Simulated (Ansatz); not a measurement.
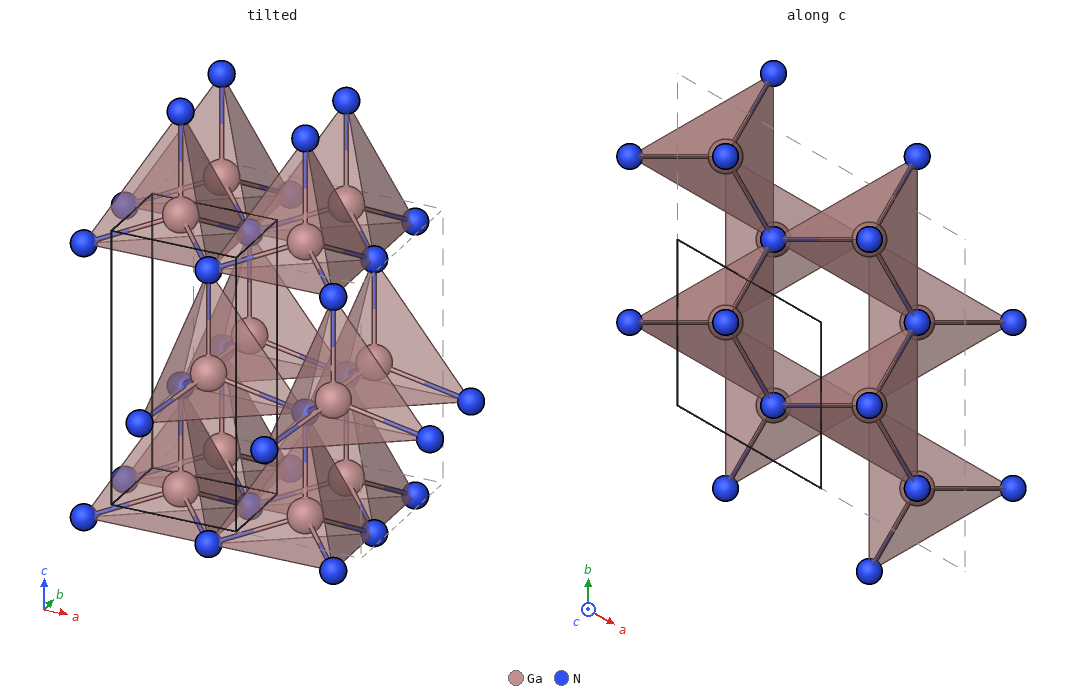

Polyhedral model, viewed slightly off an axis and along the c axis. The structure is repeated 2×2×1 times; solid lines mark one simulation cell. A few atoms beyond the faces are included.

The input file of the run:
```yaml
crystal:
  lattice:
    - [3.183096903, 0.0, 0.0]
    - [-1.5915484515, 2.7566427807, 0.0]
    - [0.0, 0.0, 5.1835829206]
  atoms:
    - { symbol: Ga, position: [0.6666666667, 0.3333333333, 0.4991072756] }
    - { symbol: Ga, position: [0.3333333333, 0.6666666667, 0.9991072756] }
    - { symbol: "N", position: [0.6666666667, 0.3333333333, 0.8758927244] }
    - { symbol: "N", position: [0.3333333333, 0.6666666667, 0.3758927244] }
basis:
  ecutwfc: 500
  xc_grid: 3
kpoints:
  mp_grid: { grid: [12, 12, 6] }
  band_path: { path: [VBM, CBM], npoints: 2 }
hamiltonian:
  xc: r2scan
scf:
  occupations: { method: gaussian, width: 0.01 }
output:
  forces: true
  stress: true
  eigenvalues: true
```
Run as:
```sh
ansatz run input.yaml --threads 8 --pin off --max-ram 20480MiB --backend cpu --events-out ev --progress --plain --runs-dir out
```

Calculation details: DFT r2SCAN, scalar-relativistic, plane waves, PAW (Ansatz); a cutoff energy of 500 eV, a 12×12×6 k-point grid, Gaussian smearing of 0.01 eV, no spin polarisation.

What is the electronic character?

A semiconductor at this level, with a gap of 2.35 eV.

What is the pressure at this volume?

The computed pressure is 0.0 GPa, close to zero.

The model was built from a structure listed in the Materials Project. Earlier steps of the study may have refined or changed the cell and positions. An electronic-structure calculation with Ansatz was run on it.
